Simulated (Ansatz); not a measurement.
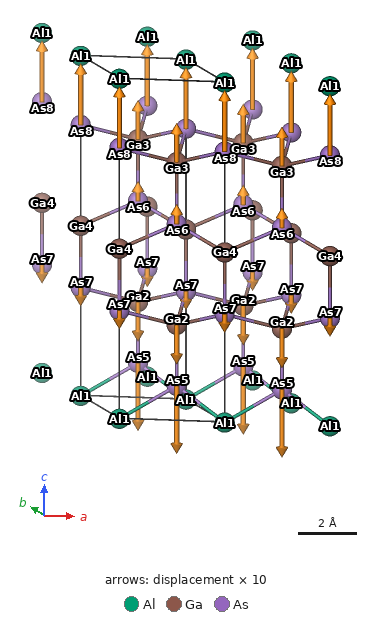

A relaxation of solid AlGa3As4 (a generated structure, set up in P3m1) (coarse preliminary run). The starting structure is drawn; orange arrows show the displacements (the part carried along by the change of the cell is left out), 10 times their true length.

A ball-and-stick model of the cell of the calculation, repeated 2 × 2 × 1 with one cell outlined, seen slightly off an axis.

Case: In → Al, N → As on all its sites, cell and atoms relaxed.

Level of theory: DFT r2SCAN, scalar-relativistic, plane waves, PAW in Ansatz 0.2.0. Set-up: plane-wave cutoff 500 eV; k-point mesh 6 × 6 × 2; occupations gaussian; smearing width 0.1 eV; no spin polarisation; cell and atoms relaxed; force threshold 0.05 eV/Å; at most 60 steps.

Question: Which element moves most?

Answer: Arsenic: up to 0.24 Å, against 0.14 Å for gallium.

Question: What happened in the run?

Answer: Over 4 accepted moves (5 points after the start) the energy falls by 3.306 eV per cell of the calculation. Largest force component: 3.5 eV/Å at the start, 0.016 eV/Å at the end. Pressure: 28.79 GPa at the start and −0.01 GPa at the end. The SCF was repeated once at an unchanged geometry on a basis and grid sized afresh for the cell, which shifted the energy by 12.1 meV per cell of the calculation at most. The largest move relative to the cell is that of As5, 0.24 Å along −c. By element the largest moves are As 0.24 Å, Ga 0.14 Å, Al 0.02 Å. The volume changes by +25.7 %, with a = b 3.710 → 4.002 Å (+7.9 %), c 12.173 → 13.147 Å (+8.0 %). Among the contacts that change: Ga2–As5 2.184 → 2.460 Å, Ga3–As6 2.212 → 2.458 Å, Ga3–As8 2.253 → 2.457 Å, Ga2–As7 2.253 → 2.455 Å. Among the angles between lasting bonds that change: As5–Al1–As5 103.5° → 109.5°, Al1–As5–Al1 103.5° → 109.5°, As5–Al1–As8 115.0° → 109.4°. The space group stays P3m1 (No. 156).
